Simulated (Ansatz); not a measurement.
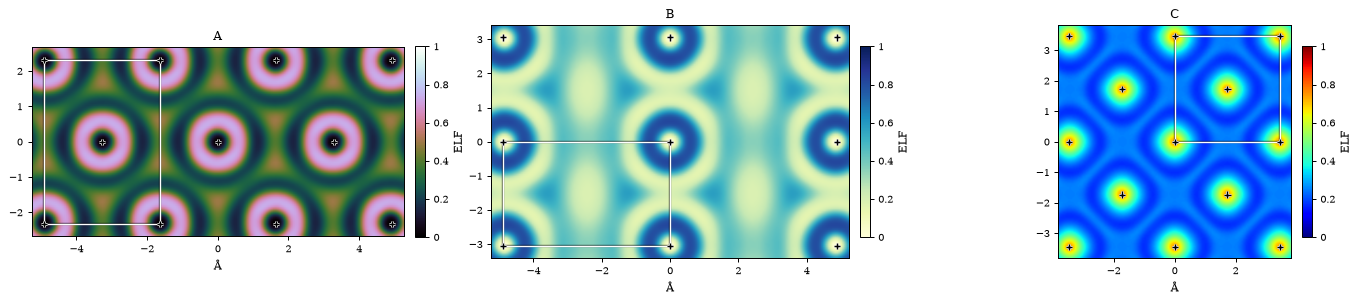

The ELF of 3 systems, each on a plane through atoms (crosses mark nuclei in the plane).

Method: Ansatz 0.2.0, DFT PBEsol, scalar-relativistic, plane waves, PAW.

System 1: Ni, the (100) plane of the conventional cell. Space group Fm-3m; a generated structure, not necessarily the stable one; spin-polarised.

```yaml
crystal:
  lattice:
    - [3.46293, 0.00000, 0.00000]
    - [0.00000, 3.46293, 0.00000]
    - [0.00000, 0.00000, 3.46293]
  atoms:
    - { symbol: Ni, position: [0.00000, 0.00000, 0.00000] }
    - { symbol: Ni, position: [0.50000, 0.50000, 0.00000] }
    - { symbol: Ni, position: [0.50000, 0.00000, 0.50000] }
    - { symbol: Ni, position: [0.00000, 0.50000, 0.50000] }
```

System 2: Zr, the (100) plane of the conventional cell. Space group P6/mmm; a generated structure, not necessarily the stable one; computed pressure about 6 GPa in this cell.

System 3: Ta, the (11̄0) plane of the conventional cell. Space group Im-3m; a generated structure, not necessarily the stable one; computed without spin polarisation.

```xyz
2
Lattice="3.2814 0.0000 0.0000 0.0000 3.2814 0.0000 0.0000 0.0000 3.2814" Properties=species:S:1:pos:R:3 pbc="T T T"
Ta    0.0000    0.0000    0.0000
Ta    1.6407    1.6407    1.6407
```

Match each panel to its system.

Answer. Panel A is system 3, Ta: the plane holds Ta. Ta–Ta (2.84 Å): the ELF is about 0.30 at the midpoint; no localised pair shows between them. Panel B is system 2, Zr: the plane holds Zr. Zr–Zr (3.06 Å): the ELF is about 0.20 at the midpoint; no localised pair shows between them. Panel C is system 1, Ni: the plane holds Ni. Ni–Ni (2.45 Å): the ELF is about 0.25 at the midpoint: no localised pair shows between them.
